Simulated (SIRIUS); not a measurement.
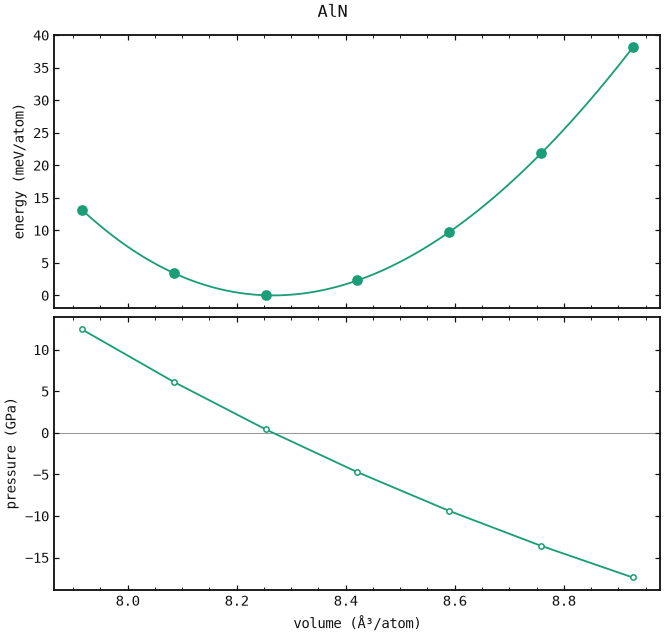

Method: plane-wave DFT, no spin polarisation; energies at scaled volumes of the given cell, shape and fractions fixed, counted from the fit's minimum, third-order Birch-Murnaghan fit (SIRIUS 7.10.0). Level: PBEsol.

- k mesh: 11×11×11
- occupations: Fermi–Dirac
- smearing width: 0.05 eV
- potentials: dojo sr pbesol 0.4.1 standard
- wave cutoff: 1152 eV
- density cutoff: 4606 eV

Cell as given: a = 2.877 Å, b = 2.877 Å, c = 2.877 Å, α = 60.00°, β = 60.00°, γ = 60.00°; 2 atoms.

Energy and pressure against volume for AlN, space group Fm-3m (No. 225).

A third-order Birch–Murnaghan fit gives V0 = 8.27 Å³/atom, B0 = 264 GPa and B′ = 4.0. The energy is 13.15 meV/atom at volume 7.9161 Å³/atom and 38.15 meV/atom at 8.9267 Å³/atom; the lowest computed point is at volume 8.2530 Å³/atom (0.02 meV/atom). The pressure falls from 12.45 GPa at volume 7.9161 Å³/atom to −17.39 GPa at 8.9267 Å³/atom, and changes sign near 8.27 Å³/atom.
